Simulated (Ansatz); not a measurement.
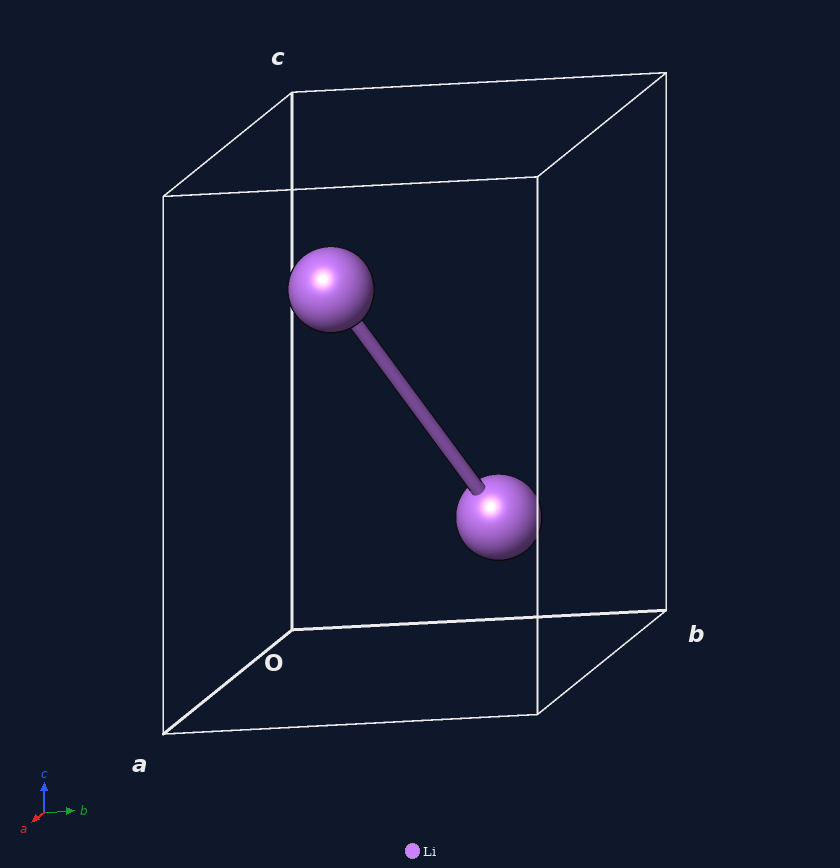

Crystal: Li, the end point of a relaxation (final pressure about -1.3 GPa) with DFT PBE+D3(BJ), scalar-relativistic, plane waves, PAW (Ansatz 0.2.0). One unit cell is drawn above. All values are computed from the atomic coordinates in the standard setting (tolerance 0.002 Å).

```
Li
1.0
     3.15706    0.00000    0.00000
    -1.57853    2.73409    0.00000
     0.00000    0.00000    4.66704
Li
2
Cartesian
  0.0000 1.8227 1.1668
  1.5785 0.9114 3.5003
```

What is its point group?

6/mmm (D6h), order 24, hexagonal system: one sixfold axis, six twofold axes, seven mirror planes, an inversion centre.

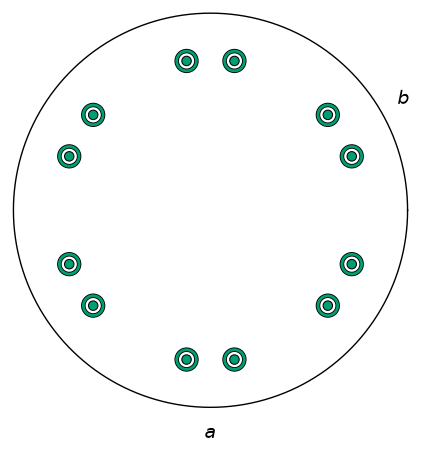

Stereographic projection: filled dots lie in the upper hemisphere, open rings in the lower. The poles are one general form. The c axis points at the viewer.

What does this class allow?

Class 6/mmm is centrosymmetric, so neither piezoelectric nor pyroelectric; it is not chiral. Its Laue class is 6/mmm.
